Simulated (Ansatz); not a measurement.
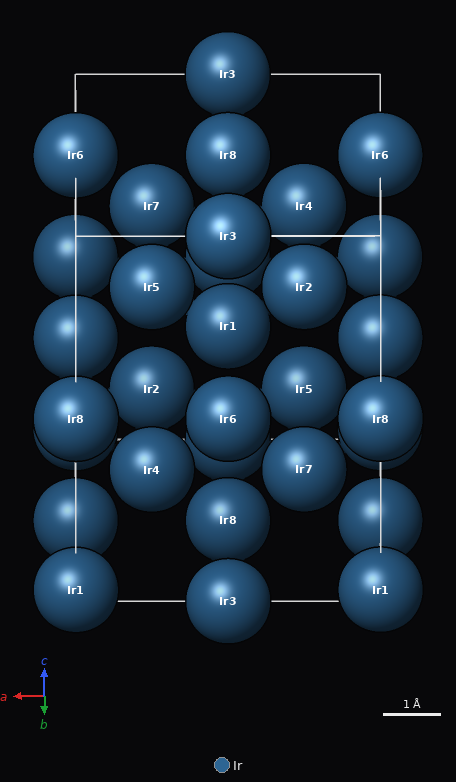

Fig. 1: The input geometry of run 1 (spheres-only view of the cell 2 times as large as that of the calculation, set on its symmetry axes, seen at an oblique angle; atoms are numbered from 1 in the order of the input). An atom can appear more than once, as a periodic image.

**What a change does: single-point calculation on Ir**

System: Ir (I4mm, 8 atoms in the cell).
Method of run 1: DFT PBEsol, scalar-relativistic, plane waves, PAW, no spin polarisation (Ansatz 0.2.0).

The structure derives from an entry of the Crystallography Open Database. Text and figures count atoms from 1; the logs count them from 0 in places.

Input file, run 1:
```yaml
crystal:
  lattice:
    - [-3.8302304141, 3.8302304141, 0.0]
    - [-3.8302304141, 0.0, 3.8302304141]
    - [0.0, 3.8302304141, 3.8302304141]
  atoms:
    - { symbol: Ir, position: [0.0313297079, -0.0313297079, 0.0313297079] }
    - { symbol: Ir, position: [0.5, 0.0, 0.0] }
    - { symbol: Ir, position: [0.0, 0.5, 0.0] }
    - { symbol: Ir, position: [0.0, 0.0, 0.5] }
    - { symbol: Ir, position: [0.5, 0.5, 0.0] }
    - { symbol: Ir, position: [0.5, 0.0, 0.5] }
    - { symbol: Ir, position: [0.0, 0.5, 0.5] }
    - { symbol: Ir, position: [0.5, 0.5, 0.5] }
basis:
  ecutwfc: 420
kpoints:
  mp_grid: { grid: [14, 14, 14] }
hamiltonian:
  xc: pbesol
scf:
  occupations: { method: gaussian, width: 0.15 }
output:
  forces: true
  stress: true
  eigenvalues: true
```

Command:
```bash
ansatz run input.yaml --threads 1 --pin off --max-ram 2560MiB --backend cpu --events-out ev --progress --plain --runs-dir out
```

Hardware: 1 thread of Intel Xeon @ 2.50GHz (Skylake/Cascade Lake), 189 GiB of memory available, shared host.

Output, shortened to warnings, some set-up lines, iterations and results (run 1):
```
Basis set: ecut = 420 eV, 2133 PW (Γ), exchange–correlation on 80×80×80 points (8 copies of the dense FFT grid, shifted against one another)
Symmetry: 8 space group operations
k-points: 244 of 2744 (time reversal used)
Initial density: superposition of atomic densities (neutral atoms: chi_scale 0, normalization atom), corrected by the library's trained network
[...]
SCF iter   1: F=—  HF=-94391.870803 eV  |F-HF|=—  |Δ(HF+E_count)|=         —  Δρ=6.63e-3  dr2=2.50e-2  ethr=1.77e-3  ⟨swp⟩=5.1  Hψ=64126  notcnv=0  defer=87
SCF iter   2: F=—  HF=-94391.872619 eV  |F-HF|=—  |Δ(HF+E_count)|=   1.82e-3  Δρ=3.62e-3  dr2=7.20e-3  ethr=1.84e-5  ⟨swp⟩=2.0  Hψ=28553  notcnv=0  defer=88
SCF iter   3: F=—  HF=-94391.872163 eV  |F-HF|=—  |Δ(HF+E_count)|=   4.56e-4  Δρ=3.34e-4  dr2=1.08e-4  ethr=5.30e-6  ⟨swp⟩=2.0  Hψ=27537  notcnv=0  defer=88
SCF iter   4: F=—  HF=-94391.872159 eV  |F-HF|=—  |Δ(HF+E_count)|=   3.30e-6  Δρ=6.50e-5  dr2=6.74e-6  ethr=7.91e-8  ⟨swp⟩=2.0  Hψ=27556  notcnv=0  defer=88
SCF iter   5: F=—  HF=-94391.872159 eV  |F-HF|=—  |Δ(HF+E_count)|=   8.00e-7  Δρ=1.82e-5  dr2=4.56e-7  ethr=4.96e-9  ⟨swp⟩=2.0  Hψ=27681  notcnv=0  defer=88
SCF iter   6: F=-94391.872159 eV  HF=-94391.872159 eV  |F-HF|=1.12e-8  |Δ(HF+E_count)|=   9.89e-8  Δρ=3.72e-6  dr2=1.93e-8  ethr=7.35e-11  ⟨swp⟩=7.8  Hψ=71440  notcnv=0
SCF 1 converged in 6 iterations: F = -94391.872159 eV  dr2 = 1.93e-8
SCF converged after 6 iterations
Free energy (F): -94391.872159 eV
Harris-Foulkes:  -94391.872159 eV  (|F-HF|=1.12e-8)
Internal energy: -94391.789974 eV  (E = F + TS)
E sigma→0 (E₀):  -94391.831066 eV
Entropy (-TS):   -0.082185 eV (-10.273 meV/atom)
Fermi energy:    25.888757 eV
--- Per-component energies (eV) ---
  E_band       = -658.693484
  E_kinetic    = 4990.098924
  E_local      = -8525.774617  (includes V_loc(G=0)·N_el)
  E_nonlocal   = 607.043295
  E_hartree    = 3273.345289
  E_xc         = -2134.012822
  E_vxc        = -2400.234401  (∫ρ·V_xc dr)
  E_paw        = -72710.176960  (= ΣΔE_a)
  E_vpaw       = -1876.513834  (= ΣTr[D̂ρ^β])
  E_aug_tail   = 0.000428  (compensation charges beyond the density's cutoff)
  E_ewald      = -19894.435790
  E_core_change = 2.122278  (= ΣΔE_core)
  E_smearing   = -0.082185  (= −TS)
  E_closure    = 0.000000  (closes the sum)
  Σ components = -94391.872159   (vs F -94391.872159, Δ=0.00e0)
--- Forces (eV/Å), atoms counted from 1 ---
  atom   1  Ir     0.00000000    -3.78330233     0.00000000
  atom   2  Ir    -0.87562925     0.83208822     0.00000000
  atom   3  Ir    -0.00000000     0.14329842    -0.00000000
  atom   4  Ir    -0.00000000     0.83208822     0.87562925
  atom   5  Ir    -0.00000000     0.83208822    -0.87562925
  atom   6  Ir    -0.00000000     0.14329842     0.00000000
  atom   7  Ir     0.87562925     0.83208822     0.00000000
  atom   8  Ir     0.00000000     0.16835772     0.00000000
  max |Σ_I F_I| component: 5.10e-6 eV/Å
--- Stress (GPa, compression-positive) ---
        2.302901       0.000000       0.000000
        0.000000       4.205547       0.000000
        0.000000       0.000000       2.302901
  P = ⅓ Tr σ = 2.9371 GPa (29.371 kbar)
```

For run 2 the input was changed thus:
```diff
-    - { symbol: Ir, position: [0.0313297079, -0.0313297079, 0.0313297079] }
+    - { symbol: Ir, position: [-0.0234972809, 0.0234972809, -0.0234972809] }
```

Predict how the results change.

With the same functional and potentials, run 2 lies 24.6 meV per atom lower. The pressure goes from 2.94 to 1.68 GPa. The largest force goes from 3.783 to 2.779 eV/Å. The number of SCF iterations is the same.

Output, shortened to warnings, some set-up lines, iterations and results (run 2):
```
Basis set: ecut = 420 eV, 2133 PW (Γ), exchange–correlation on 80×80×80 points (8 copies of the dense FFT grid, shifted against one another)
Symmetry: 8 space group operations
k-points: 244 of 2744 (time reversal used)
Initial density: superposition of atomic densities (neutral atoms: chi_scale 0, normalization atom), corrected by the library's trained network
[...]
SCF iter   1: F=—  HF=-94392.066483 eV  |F-HF|=—  |Δ(HF+E_count)|=         —  Δρ=6.24e-3  dr2=2.11e-2  ethr=1.77e-3  ⟨swp⟩=5.1  Hψ=63776  notcnv=0  defer=80
SCF iter   2: F=—  HF=-94392.068988 eV  |F-HF|=—  |Δ(HF+E_count)|=   2.51e-3  Δρ=3.40e-3  dr2=5.98e-3  ethr=1.55e-5  ⟨swp⟩=2.0  Hψ=29113  notcnv=0  defer=81
SCF iter   3: F=—  HF=-94392.068757 eV  |F-HF|=—  |Δ(HF+E_count)|=   2.32e-4  Δρ=2.99e-4  dr2=7.02e-5  ethr=4.39e-6  ⟨swp⟩=2.0  Hψ=27552  notcnv=0  defer=81
SCF iter   4: F=—  HF=-94392.068761 eV  |F-HF|=—  |Δ(HF+E_count)|=   4.38e-6  Δρ=6.13e-5  dr2=4.57e-6  ethr=5.16e-8  ⟨swp⟩=2.0  Hψ=27693  notcnv=0  defer=81
SCF iter   5: F=—  HF=-94392.068760 eV  |F-HF|=—  |Δ(HF+E_count)|=   6.73e-7  Δρ=1.45e-5  dr2=2.51e-7  ethr=3.36e-9  ⟨swp⟩=2.0  Hψ=27694  notcnv=0  defer=81
SCF iter   6: F=-94392.068760 eV  HF=-94392.068760 eV  |F-HF|=7.48e-9  |Δ(HF+E_count)|=   4.74e-8  Δρ=3.11e-6  dr2=1.27e-8  ethr=7.35e-11  ⟨swp⟩=7.7  Hψ=70823  notcnv=0
SCF 1 converged in 6 iterations: F = -94392.068760 eV  dr2 = 1.27e-8
SCF converged after 6 iterations
Free energy (F): -94392.068760 eV
Harris-Foulkes:  -94392.068760 eV  (|F-HF|=7.48e-9)
Internal energy: -94391.986704 eV  (E = F + TS)
E sigma→0 (E₀):  -94392.027732 eV
Entropy (-TS):   -0.082056 eV (-10.257 meV/atom)
Fermi energy:    25.876515 eV
--- Per-component energies (eV) ---
  E_band       = -658.099024
  E_kinetic    = 4989.108788
  E_local      = -8498.595159  (includes V_loc(G=0)·N_el)
  E_nonlocal   = 606.757314
  E_hartree    = 3260.408156
  E_xc         = -2133.767846
  E_vxc        = -2399.912946  (∫ρ·V_xc dr)
  E_paw        = -72709.989250  (= ΣΔE_a)
  E_vpaw       = -1876.270519  (= ΣTr[D̂ρ^β])
  E_aug_tail   = 0.000430  (compensation charges beyond the density's cutoff)
  E_ewald      = -19908.031416
  E_core_change = 2.122278  (= ΣΔE_core)
  E_smearing   = -0.082056  (= −TS)
  E_closure    = -0.000000  (closes the sum)
  Σ components = -94392.068760   (vs F -94392.068760, Δ=0.00e0)
--- Forces (eV/Å), atoms counted from 1 ---
  atom   1  Ir    -0.00000000     2.77944676     0.00000000
  atom   2  Ir     0.62075994    -0.60750450    -0.00000000
  atom   3  Ir    -0.00000000    -0.10972145     0.00000000
  atom   4  Ir     0.00000000    -0.60750450    -0.62075994
  atom   5  Ir     0.00000000    -0.60750450     0.62075994
  atom   6  Ir     0.00000000    -0.10972145    -0.00000000
  atom   7  Ir    -0.62075994    -0.60750450     0.00000000
  atom   8  Ir     0.00000000    -0.12998950     0.00000000
  max |Σ_I F_I| component: 3.63e-6 eV/Å
--- Stress (GPa, compression-positive) ---
        1.308451       0.000000       0.000000
        0.000000       2.426282       0.000000
        0.000000       0.000000       1.308451
  P = ⅓ Tr σ = 1.6811 GPa (16.811 kbar)
```

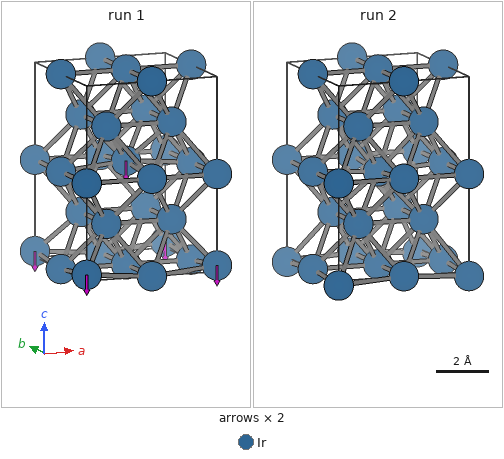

Fig. 2: The two input geometries at one scale (ball-and-stick view of the cell 2 times as large as that of the calculation, set on its symmetry axes, seen slightly off an axis). The pink arrows on the first give the shifts of the atoms relative to the cell, magnified 2 times. An Ir atom moves most: 0.42 Å. The cell doesn't change. Among the contacts that change: Ir–Ir 2.883 → 2.584 Å, Ir–Ir 2.544 → 2.839 Å, Ir–Ir 2.719 → 2.714 Å.

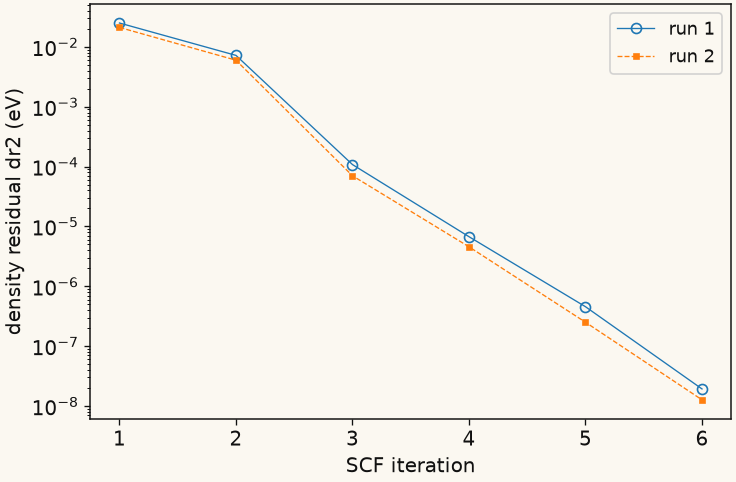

Fig. 3: Convergence of the two runs: density residual dr2 against the SCF iteration. Run 1 takes 6 iterations in all, and run 2 takes 6.

The two runs side by side:

| quantity | run 1 | run 2 |
| --- | --- | --- |
| outcome | converged | converged |
| free energy per atom (eV) | −11798.9840 | −11799.0086 |
| energy per atom, smearing taken to zero (eV) | −11798.9789 | −11799.0035 |
| gap on the mesh (eV) | 0.00 | 0.00 |
| pressure (GPa) | 2.94 | 1.68 |
| largest force (eV/Å) | 3.783 | 2.779 |
| SCF iterations | 6 | 6 |
| irreducible k-points | 244 | 244 |
| plane waves at Γ | 2133 | 2133 |
| wall time (shared host) | 3.9 min | 3.9 min |

For both runs: Spin–orbit coupling is left out, which matters for Ir.
